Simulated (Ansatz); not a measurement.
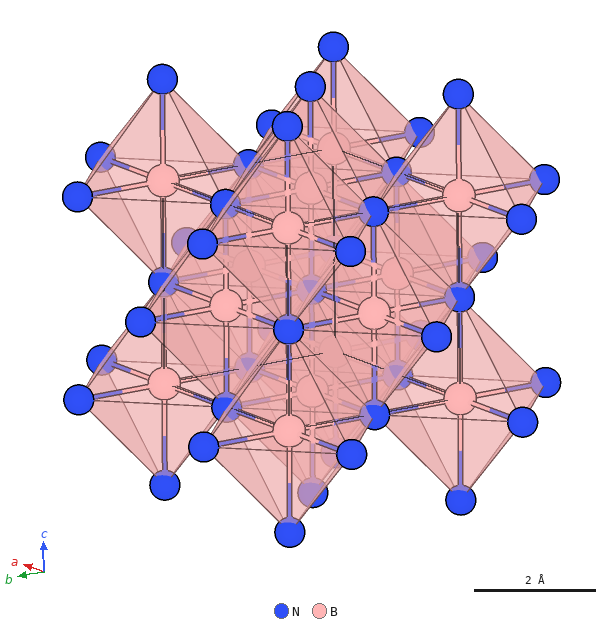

Shown here is a polyhedral view of the crystal, taken from a general direction. Lines trace the edges of the drawn cell (a repeat of the simulation cell). Some neighbours outside the box are added.

BN, a = 3.51 Å, b = 3.51 Å, c = 3.51 Å, α = 89.43°, β = 89.43°, γ = 89.43°.

Calculation details: Ansatz, G0W0 on PBE, plane waves, PAW; plane waves up to 420 eV, k-points about 0.39 Å⁻¹ apart, no spin polarisation.

> What is the band gap, if any?

A semiconductor at this level, with a gap of 1.12 eV, indirect; the smallest direct gap is 5.62 eV.

Provenance: a structure type filled with these elements by a generator (whether the compound takes this form wasn't checked). Earlier steps of the study may have refined or changed the cell and positions. A calculation with Ansatz used it as input.
